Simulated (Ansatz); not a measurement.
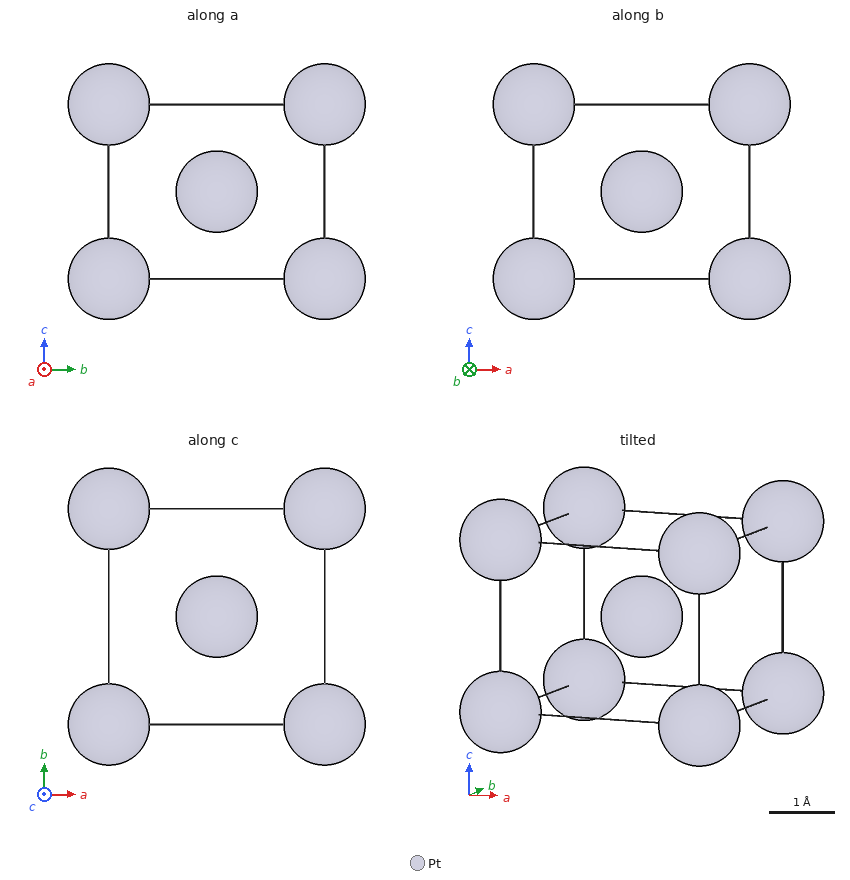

Spheres-only representation of a periodic structure, projected along the a axis, along the b axis, along the c axis and slightly off an axis. The box is the conventional unit cell; atoms on or close to its faces, edges and corners are drawn wherever they repeat.

Lattice parameters: a = 3.3608 Å, b = 3.3608 Å, c = 2.7170 Å, α = 90.000°, β = 90.000°, γ = 90.000°.

Question: Turn the picture into a CIF in P1 with every atom of the cell.

Answer:
```cif
data_structure
_symmetry_space_group_name_H-M 'P 1'
_symmetry_Int_Tables_number 1
_cell_length_a 3.3608
_cell_length_b 3.3608
_cell_length_c 2.7170
_cell_angle_alpha 90.000
_cell_angle_beta 90.000
_cell_angle_gamma 90.000
_cell_volume 30.69
loop_
_atom_site_label
_atom_site_type_symbol
_atom_site_fract_x
_atom_site_fract_y
_atom_site_fract_z
_atom_site_occupancy
Pt1 Pt 0.0000 0.0000 0.0000 1
Pt2 Pt 0.5000 0.5000 0.5000 1
```

It goes back to a random cell made by a generator, so it need not be a real form of the element. It was relaxed at fixed volume with Ansatz, DFT PBE, scalar-relativistic, plane waves, PAW.

At this level of theory the run's own cell isn't at rest (compressed, at 8 GPa), so its distances can differ from those at equilibrium, the more so the softer the solid.
